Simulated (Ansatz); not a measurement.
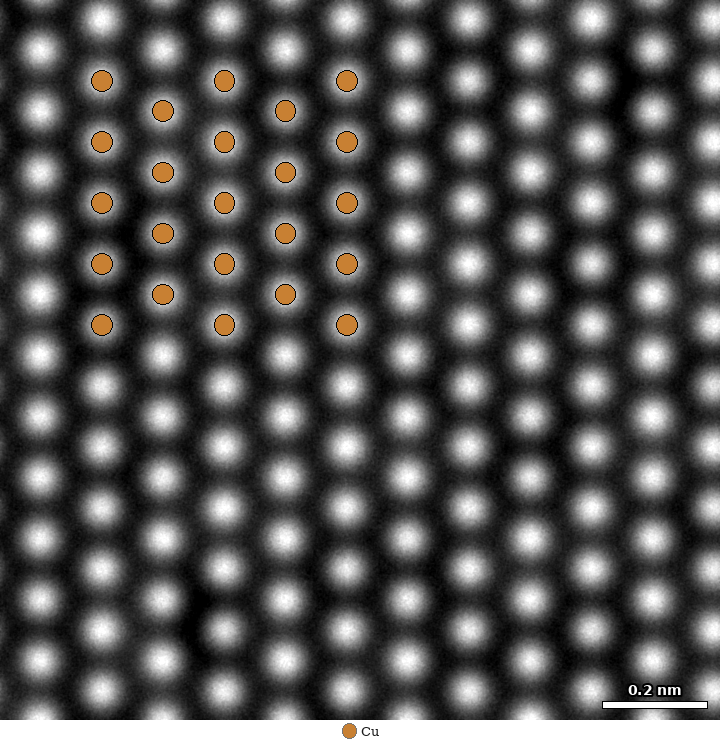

iDPC-like image of Cu (P6/mmm, No. 191) along [201]. Simulated as the projected potential of neutral atoms (B = 0.3 Å²) blurred by a 0.50 Å probe, the thin-sample limit of integrated differential phase contrast. Shot noise and the speckle of an amorphous layer were added. Model: the end point of a relaxation with Ansatz 0.2.0, DFT, PBE, plane waves (420 eV) with PAW, scalar-relativistic; the starting structure was generated, so it need not be a known form of this composition.

Coloured dots in one corner mark the columns of the model.

**Interpret the image.**

The columns repeat on a centred rectangular net of 1.19 × 2.38 Å (plane group c2mm). All columns are alike (Cu). The shortest distance between visible columns is 1.19 Å in projection. Along the beam the structure repeats every 8.62 Å.
